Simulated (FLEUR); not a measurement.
# Energy of ferromagnetic MnPt (CuAu type) against fixed total spin moment, all-electron LDA at the measured cell

MnPt joins manganese, whose open 3d shell can carry a large spin moment, to platinum, whose broad and nearly full 5d band is polarised mainly by its neighbours. The compound serves as an antiferromagnetic pinning layer in magnetic sensors, where the robustness of the manganese moment matters. We follow the energy as the total spin moment $M$ of the two-atom cell is forced up from zero, and look for the moment at which the unconstrained run settles. Energies are LDA free energies per cell, measured from the run without spin polarisation, so a negative value favours the moment. With one Mn atom in the cell, all Mn moments are parallel; the antiparallel order known for this compound lies outside the calculation.

## Method

MnPt (CuAu type): the measured cell (COD); 2 atoms in the cell, atoms and cell held. FLEUR MaX-R8.1, all-electron FLAPW in bulk geometry, scalar-relativistic valence, LDA (VWN), basis cutoff 3.6 1/bohr, density cutoff 10.8 1/bohr, Fermi-Dirac smearing of 0.08 eV, muffin-tin radii Mn 2.50, Pt 2.50 bohr. Local moments are those inside the muffin-tin spheres. Collinear spins without spin-orbit coupling, 10x10x10 k-points. The total moment is held by two Fermi energies, one for each spin; the row marked free is the unconstrained run, and the row at M = 0 is the run without spin polarisation.

Notes on method and selection:

- Each run ends in the state reached from its start (the fixed-moment runs continue from an earlier run), which may not be the lowest.
- A uniform moment does not probe antiparallel order, which can lie lower.
- At small fixed moments unlike atoms can carry local moments of opposite sign, so the curve need not run smoothly into the unpolarised point.
- Stoner picture: E = M^2 (1/(2N) - I/4) for small M, with N the density of states of both spins at the Fermi energy of the unpolarised run and I the Stoner parameter of the cell.
- A blank cell means that the quantity does not apply to the row, or that its run was not made or gave no value that passed the checks named.
- Curves that are not smooth, that do not rise at the largest moment or whose runs differ in settings are not tabled.
- Runs that did not converge, have known faults or may not be shown are not listed, and runs on Ansatz's PAW sets soft_1 and soft_2 are kept to separate tables.

Columns:

- fixed moment (μB/cell): total spin moment of the cell, held fixed.
- energy from unpolarised (meV/cell): free energy of the cell less that of the run without spin polarisation.
- Mn moment (μB): largest spin moment inside a Mn sphere, signed along the total.

## Table of results

| member | fixed moment (μB/cell) | energy from unpolarised (meV/cell) | Mn moment (μB) |
| --- | --- | --- | --- |
| M = 0 muB | 0.000 | 0.0 | – |
| M = 0.691 muB | 0.691 | ? | ? |
| M = 1.38 muB | 1.382 | −176.3 | 1.442 |
| M = 2.07 muB | 2.073 | ? | ? |
| M = 2.76 muB | 2.764 | −446.5 | 2.662 |
| M = 3.46 muB | 3.455 | −574.7 | 3.231 |
| M = 4.09 muB, free | 4.095 | −633.8 | 3.676 |
| M = 4.15 muB | 4.146 | −632.6 | 3.709 |
| M = 4.84 muB | 4.837 | −384.5 | 4.095 |
| M = 5.53 muB | 5.528 | 409.8 | 4.339 |

Cells marked ? are withheld until the estimate has been made.

energy from unpolarised (meV/cell) against fixed moment (μB/cell), members shown:

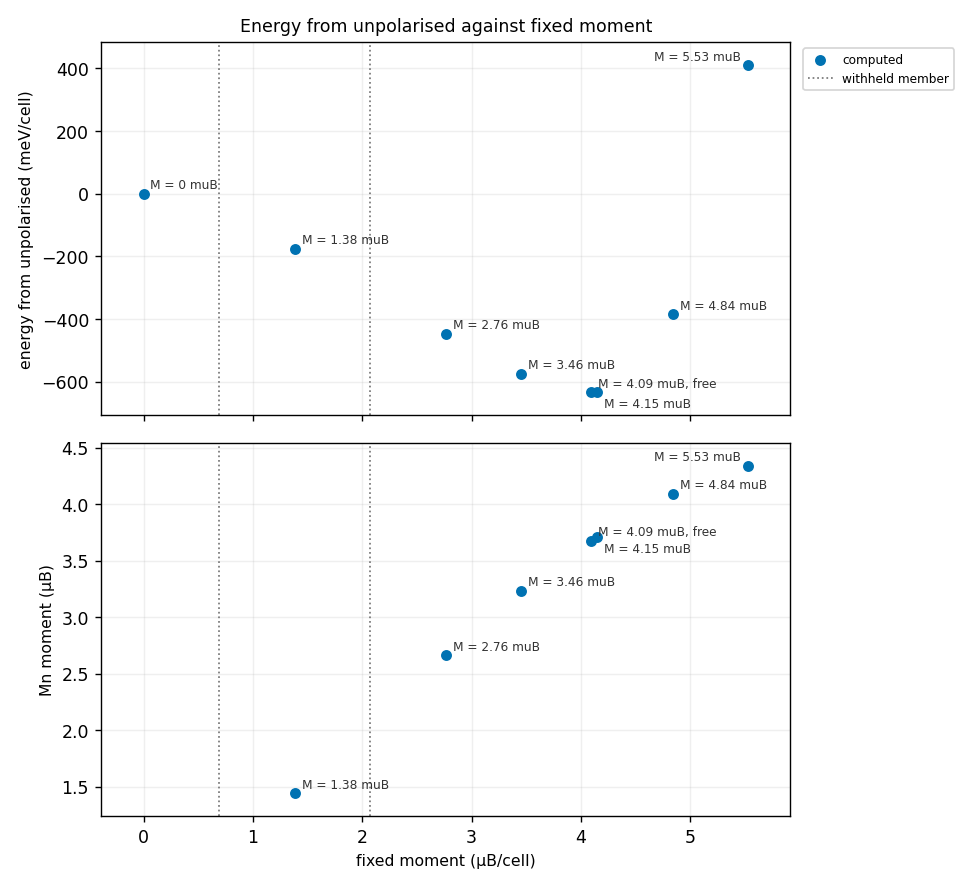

## Interpretation

Among the members shown, the energy falls from zero to −633.8 meV/cell at 4.095 μB, where the unconstrained run settles, and rises beyond it. From 1.382 to 3.455 μB the descent is nearly steady: (−446.5 − (−176.3)) / (2.764 − 1.382) = −195.5 meV/μB, then (−574.7 − (−446.5)) / (3.455 − 2.764) = −185.5 meV/μB. Between 3.455 μB and the free moment it slackens to (−633.8 − (−574.7)) / (4.095 − 3.455) = −92.3 meV/μB.

The balance is between exchange and band energy. Moving electrons from minority to majority states lowers the exchange energy, but the electrons must enter higher levels. While majority Mn 3d states are still available near the Fermi energy, exchange wins. At the free moment the two Fermi energies coincide and the gain and the cost of a small further transfer are equal.

Past that point the cost grows quickly. The last step shown has a slope of (409.8 − (−384.5)) / (5.528 − 4.837) = 1149 meV/μB. This is what a nearly filled majority 3d shell should give, since further majority electrons must go into broad states high in energy.

The Mn column supports this reading. From 1.382 to 2.764 μB the Mn sphere takes up (2.662 − 1.442) / 1.382 = 0.88 of the added moment; in the last step it takes only (4.339 − 4.095) / 0.691 = 0.35. The remainder goes to Pt and the space between the spheres. At 1.382 μB the Mn moment exceeds the total by 0.060 μB, so the rest of the cell is there weakly polarised against Mn.

The depth at the free moment measures the preference for parallel Mn moments over no moments at all. It does not make ferromagnetism the ground state.

## Prediction

Plain estimates from the members shown:

- M = 0.691 muB, straight-line interpolation between M = 0 muB and M = 1.38 muB: w = (0.691 − 0.000) / (1.382 − 0.000) = 0.500, so 0.0 + 0.500 × (−176.3 − 0.0) = −88.2 meV/cell
- M = 2.07 muB, straight-line interpolation between M = 1.38 muB and M = 2.76 muB: w = (2.073 − 1.382) / (2.764 − 1.382) = 0.500, so −176.3 + 0.500 × (−446.5 − (−176.3)) = −311.4 meV/cell

Reversing all spins leaves the energy unchanged, so a smooth curve starts with zero slope at $M = 0$. The straight line to 0.691 μB ignores this and should lie too low. We therefore interpolate $g = E/M^2$, which the Stoner picture makes finite at small $M$, by a cubic through the rows at 1.382, 2.764, 3.455 and 4.095 μB (g in meV/μB², M in μB):

$g = -92.31 + 21.31(M-1.382) - 1.90(M-1.382)(M-3.455) + 2.05(M-1.382)(M-3.455)(M-4.095)$

The rows give g as −176.3 / 1.382² = −92.31, −446.5 / 2.764² = −58.44, −574.7 / 3.455² = −48.14 and −633.8 / 4.095² = −37.80. The coefficients follow in turn:

- linear: (−48.14 − (−92.31)) / (3.455 − 1.382) = 21.31
- quadratic: the next slope is (−37.80 − (−48.14)) / (4.095 − 3.455) = 16.16, so (16.16 − 21.31) / (4.095 − 1.382) = −1.90
- cubic: without it, g at 2.764 μB would be −92.31 + 21.31 × 1.382 + 1.90 × 1.382 × 0.691 = −61.05, so (−58.44 − (−61.05)) / (1.382 × 0.691 × 1.331) = 2.05

At 0.691 μB, g = −92.31 − 21.31 × 0.691 − 1.90 × 0.691 × 2.764 − 2.05 × 0.691 × 2.764 × 3.404 = −123.99, and 0.691² × (−123.99) = −59 meV/cell. At 2.073 μB, g = −92.31 + 21.31 × 0.691 + 1.90 × 0.691 × 1.382 + 2.05 × 0.691 × 1.382 × 2.022 = −71.81, and 2.073² × (−71.81) = −309 meV/cell, close to the straight-line value.

As a trial, the quadratic through the other three rows gives 2.764² × (−61.05) = −466 meV/cell at 2.764 μB against −446.5 shown, a miss of 20 across a gap of 2.073 μB. The gaps around the withheld rows are narrower. Leaving out the free row instead shifts the two estimates by about 4 and 6 meV/cell. We take 6 as the error at 2.073 μB. At 0.691 μB we double the shift to 8, because g is extrapolated there and the opposed polarisation outside Mn may disturb the approach to zero.

**Committed estimate, M = 0.691 muB: energy from unpolarised = −59 ± 8 meV/cell.**  
**Committed estimate, M = 2.07 muB: energy from unpolarised = −309 ± 6 meV/cell.**

## How the estimate fared

| member | fixed moment (μB/cell) | energy from unpolarised (meV/cell) | Mn moment (μB) |
| --- | --- | --- | --- |
| M = 0.691 muB | 0.691 | −52.8 | 0.771 |
| M = 2.07 muB | 2.073 | −313.6 | 2.046 |

| member | estimate | energy from unpolarised (meV/cell) | computed | estimate − computed | miss in error bars |
| --- | --- | --- | --- | --- | --- |
| M = 0.691 muB | committed | −59.0 | −52.8 | −6.2 | 0.8 |
| M = 0.691 muB | interpolation | −88.2 | −52.8 | −35.4 |  |
| M = 2.07 muB | committed | −309.0 | −313.6 | +4.6 | 0.8 |
| M = 2.07 muB | interpolation | −311.4 | −313.6 | +2.2 |  |

energy from unpolarised (meV/cell) against fixed moment (μB/cell):

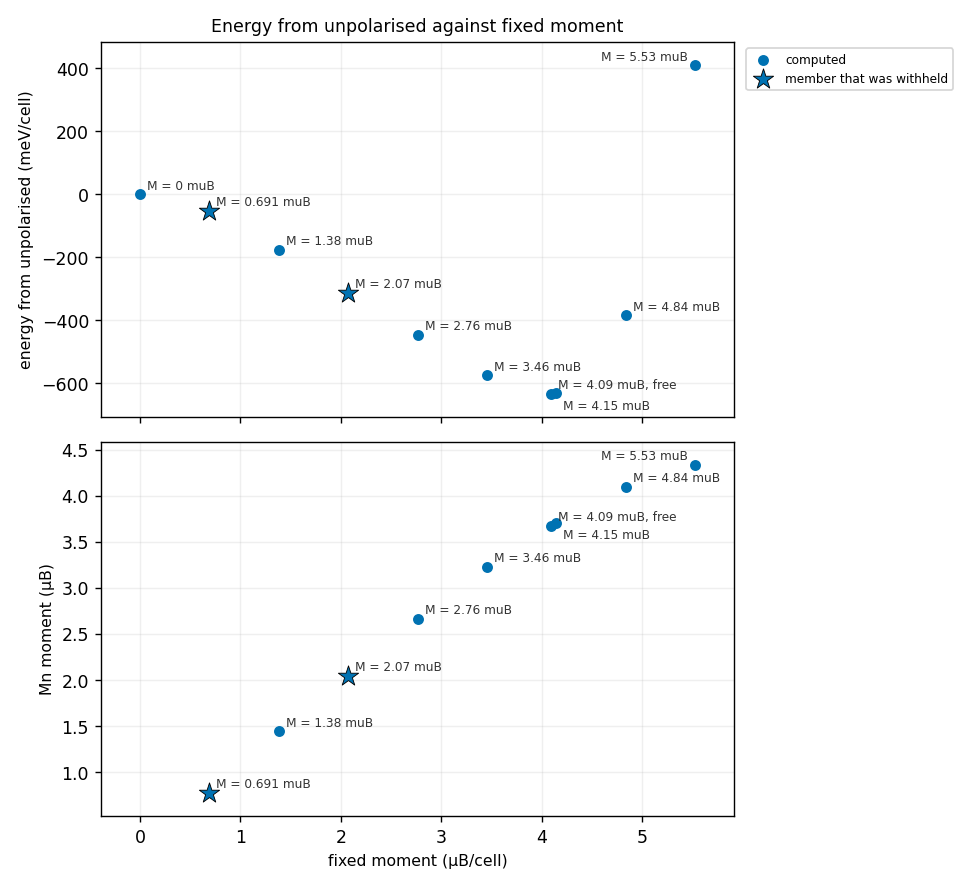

Both estimates fall inside their error bars, each missing by 0.8 of the bar. At 0.691 μB we gave −59 meV/cell against −52.8 computed, much nearer than the straight line, which lies 35.4 too low. At 2.073 μB the straight line did better, missing by 2.2 against our 4.6.

The symmetry argument held: the average slope is only −52.8 / 0.691 = −76 meV/μB in the first step, and (−176.3 − (−52.8)) / 0.691 = −179 meV/μB in the second. The weak point was the cubic term in $g = E/M^2$. Extrapolated to 0.691 μB it added −2.05 × 0.691 × 2.764 × 3.404 = −13.33 meV/μB², which accounts for practically the whole miss there. Dropping it would have been no general cure, since the estimate at 2.073 μB would then have been 2.073² × (−92.31 + 21.31 × 0.691 + 1.90 × 0.691 × 1.382) = −326 meV/cell, about 12 too low.

The new moments show Mn leading the polarisation. At a total of 0.691 μB the Mn sphere already holds 0.771 μB, and the Pt moment points against it. By 2.073 μB the Mn moment, 2.046 μB, has dropped just below the total.

## Where the trend breaks

No row breaks the smooth course of the curve. The two largest moments stand apart from the long descent: the energy lies −384.5 − (−633.8) = 249.3 meV/cell above the free run at 4.837 μB, and 409.8 − (−633.8) = 1043.6 above it at 5.528 μB.

The likeliest reason is that the majority Mn 3d states are nearly full, so that added majority electrons enter higher, broader states. Emptying deeper minority states, including those that bond Mn to Pt, would raise the energy too. The size of the cost follows from the two Fermi energies. Moving one electron between the spins changes $M$ by 2 μB, so $dE/dM = (\mu_\uparrow - \mu_\downarrow)/2$, where $\mu_\uparrow$ and $\mu_\downarrow$ are the majority and minority Fermi energies. The last step, with its slope of 1149 meV/μB, therefore needs an average separation of 2 × 1149 = 2298 meV, or about 2.3 eV.

## Summary

At the measured cell the parallel moment settles at 4.095 μB, with 3.676 μB in the Mn sphere. Between 1.382 and 3.455 μB the curve is nearly straight, and linear interpolation between rows 1.382 μB apart recovers the rows at 2.073 and 2.764 μB to about 2 meV/cell. Nearer zero or the minimum, curvature has to be included.

The moment is stiff against further increase. From 4.146 to 4.837 μB the average slope is (−384.5 − (−632.6)) / 0.691 = 359 meV/μB; with roughly 0.058 meV/μB per tesla, this corresponds to a field of about 6000 T.

Antiparallel Mn order, which this cell cannot hold, should lie lower still. A gradient-corrected functional would probably deepen the minimum, since such functionals tend to favour spin polarisation more than LDA does.
